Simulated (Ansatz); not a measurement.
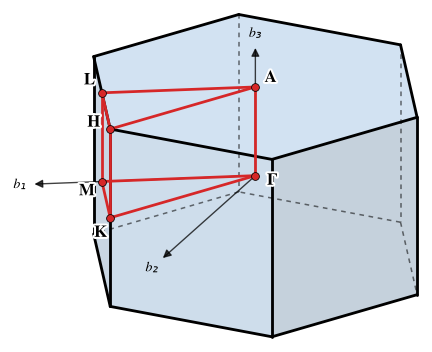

Crystal: TaSi2, the end point of a relaxation with DFT PBE, scalar-relativistic, plane waves, PAW (Ansatz 0.2.0). The figure shows the first Brillouin zone with its special points and a band path. Symmetry computed with spglib at a tolerance of 0.002 Å; standard conventional cell.

Labels and path follow the convention of Hinuma et al. (2017), as computed by seekpath; the arrows show the directions of the reciprocal primitive vectors b₁, b₂, b₃.

**Name the Bravais lattice of the crystal.**

A primitive hexagonal lattice (hP; extended symbol hP2). The zone is a hexagonal prism in its combinatorial type: 8 faces (6 with 4 edges, 2 with 6 edges), 18 edges, 12 vertices.

**In which order does the conventional band path visit the special points?**

Γ–M–K–Γ–A–L–H–A | L–M | H–K
